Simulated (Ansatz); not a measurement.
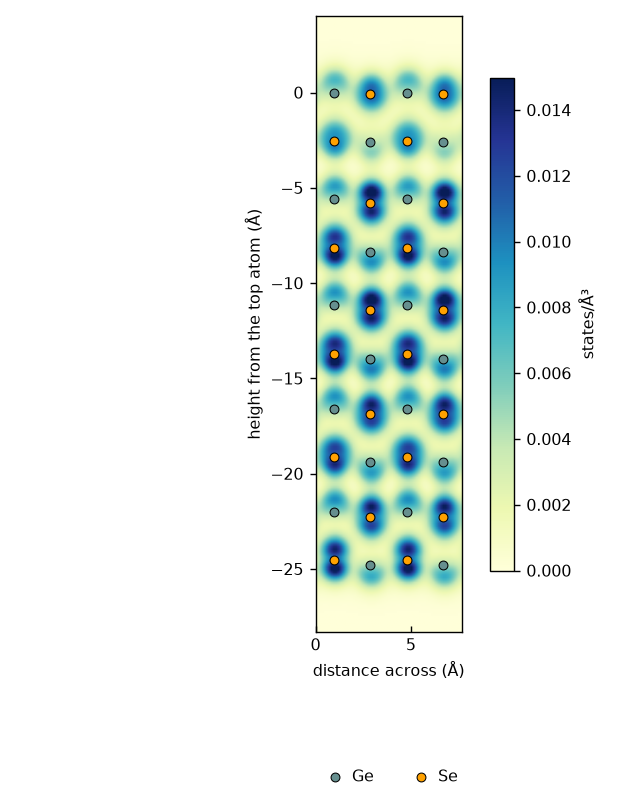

Density of all states between −1.00 and −0.65 eV (zero: the middle of the gap) of GeSe(100) (Pnma bulk, 10 atomic planes (those closer than 0.6 Å count as one), 25 Å, SeGe-terminated): side view, averaged along the second cell vector.

The picture shows the smooth PAW orbitals' density alone; the shares below count all of it.

The calculation used DFT PBE, scalar-relativistic, plane waves, PAW in Ansatz. Cutoff 420 eV, 15 × 13 k-points, Gaussian smearing 0.05 eV, dipole correction. The slab is a cut without reconstruction beyond its cell, at the source's lattice constants, with its lower half held fixed and the rest relaxed. No spin polarisation. The run couldn't confirm all of its levels under its output density. The run warns that the functional's potential is rough in the thin density of the vacuum, where the tip is; weak contrasts and barriers may feel it.

How is this energy window spread over the atomic planes?

Answer. The window holds 2.3 states per cell. Shares by plane (space cut midway between planes), top to bottom: GeSe 8 %, GeSe 7 %, GeSe 11 %, GeSe 11 %, GeSe 11 %, GeSe 11 %, GeSe 10 %, GeSe 10 %, GeSe 10 %, GeSe 10 %; the outer planes' shares include the vacuum, and density in a gap between layers is shared out between the planes on either side.
